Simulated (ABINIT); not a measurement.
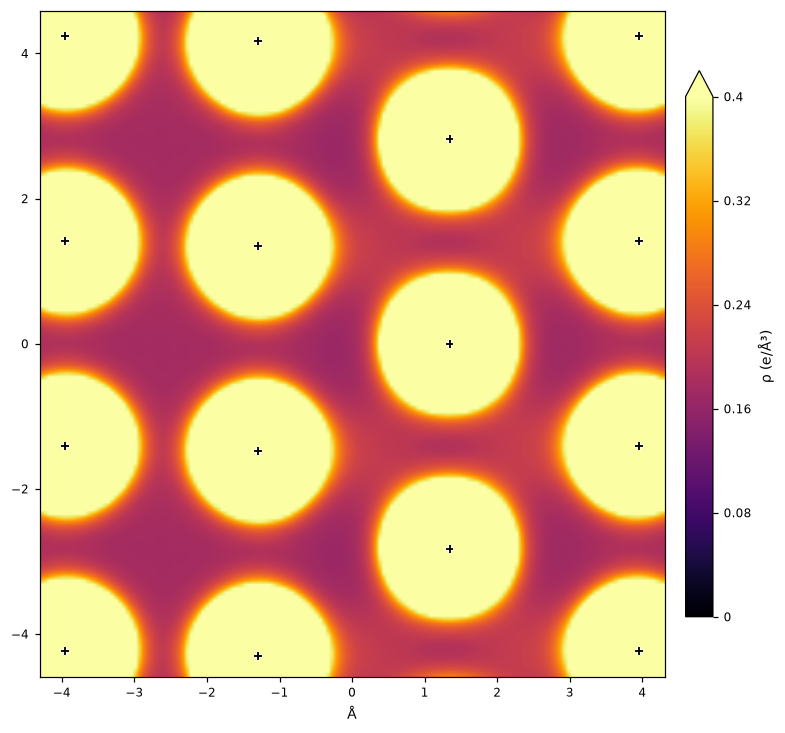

The valence electron density on a plane through atoms (crosses mark nuclei in the plane).

Method: Kohn-Sham DFT of a periodic cell, PBE, JTH PAW PBE v2.0 (ABINIT 10.8.3).

Candidates:
A. SnO, a = 3.81 Å, b = 3.81 Å, c = 4.89 Å, α = 90.00°, β = 90.00°, γ = 90.00°. Space group P4/nmm; a structure from a database of computed crystals, not necessarily the ambient phase; not relaxed (largest force 0.4 eV/Å); computed pressure about 3 GPa in this cell.
B. Ti, a = 7.91 Å, b = 4.57 Å, c = 2.83 Å, α = 90.00°, β = 90.00°, γ = 90.00°. Space group P1; a structure from a database of computed crystals, not necessarily the ambient phase.

**Which candidate gave the map?**

Candidate B: Ti on the (010) plane of the standardised cell, which holds Ti. Ti–Ti (2.66 Å): ρ is about 0.21 e/Å³ halfway. Ti–Ti (2.83 Å): the density is about 0.19 e/Å³ at the midpoint.
